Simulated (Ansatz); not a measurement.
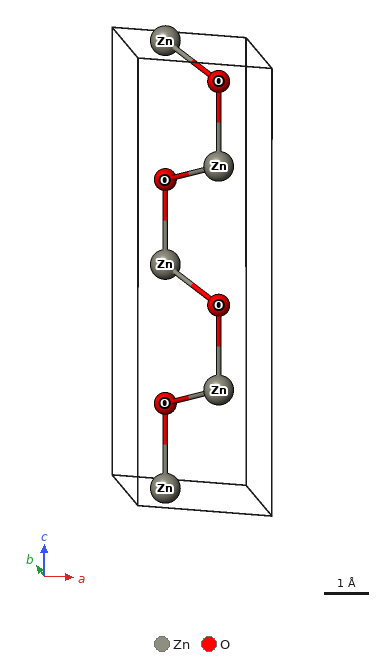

Normal modes of crystalline ZnO, space group P6₃mc (No. 186), at the zone centre of a doubled cell. The picture is a ball-and-stick view of the cell of the calculation, seen from a free direction.

Method: DFT PBE, scalar-relativistic, plane waves, PAW (Ansatz). Settings: plane-wave cutoff 420 eV; k-point mesh 12 × 12 × 4; occupations gaussian; smearing width 0.05 eV; no spin polarisation.

Frequencies are those without the non-analytic (LO–TO) term.

Q: Which modes does it have, at what frequencies, and is it stable there?

A: The calculation's cell holds 8 atoms, so there are 21 modes besides the translations, in 10 levels. No level is unstable.

| level | degeneracy | frequency (cm⁻¹) | origin |
| --- | --- | --- | --- |
| 1 | 4 | 69 | zone boundary |
| 2 | 2 | 91 | zone centre |
| 3 | 2 | 175 | zone boundary |
| 4 | 1 | 245 | zone centre |
| 5 | 1 | 343 | zone centre |
| 6 | 2 | 364 | zone centre |
| 7 | 4 | 379 | zone boundary |
| 8 | 2 | 394 | zone centre |
| 9 | 1 | 508 | zone centre |
| 10 | 2 | 515 | zone boundary |

The modes drawn as arrows (one member of each degenerate set), 6 of the levels:

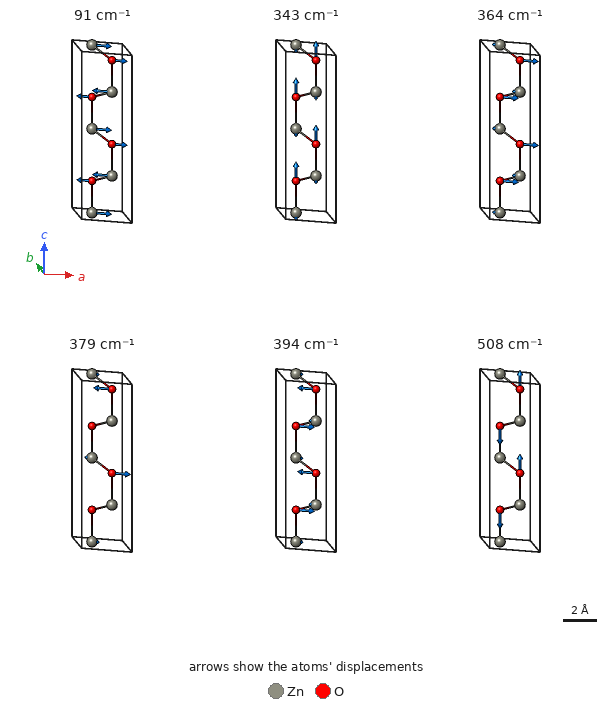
